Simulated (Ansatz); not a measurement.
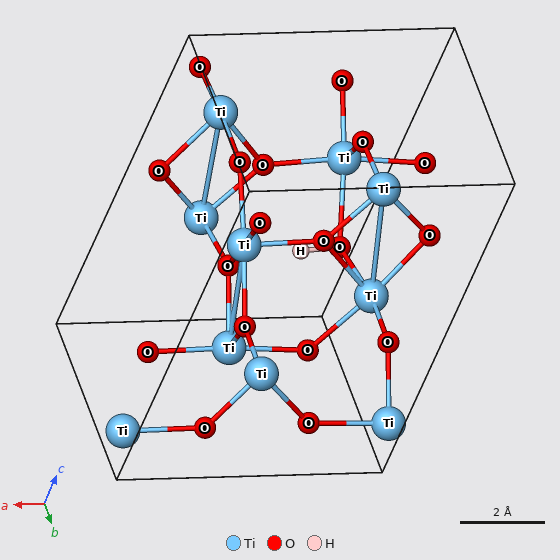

The figure gives a ball-and-stick picture of the atoms, viewed from a general direction. The edges of the supercell are marked. The host is TiO2, in a cell of 24 sites, and the cell is neutral.

Identify the point defect.

An interstitial hydrogen atom. It is bonded to one O at about 1.0 Å. Not all metal-metal contacts are counted.

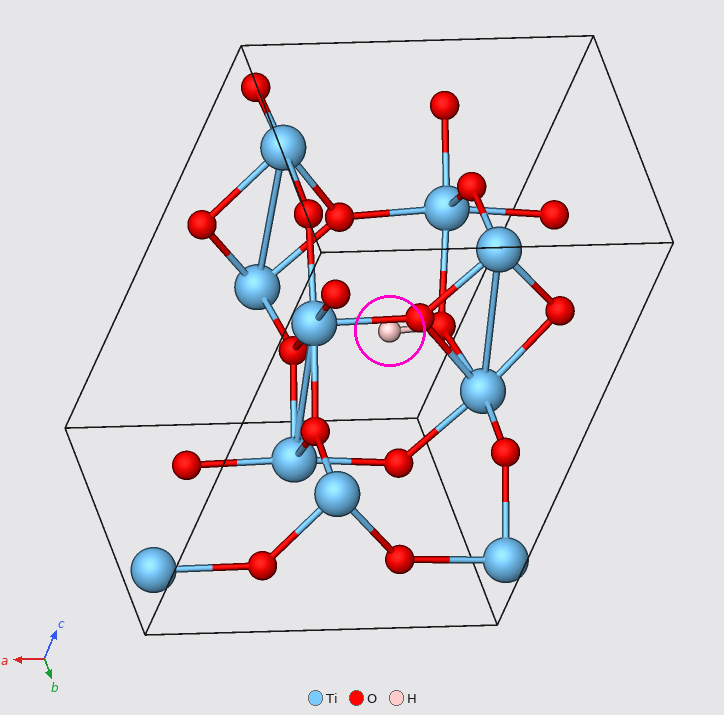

The same cell with a ring at the defect's site.

The atoms were relaxed in the host's cell with DFT PBE+U, scalar-relativistic, plane waves, PAW in Ansatz 0.2.0.
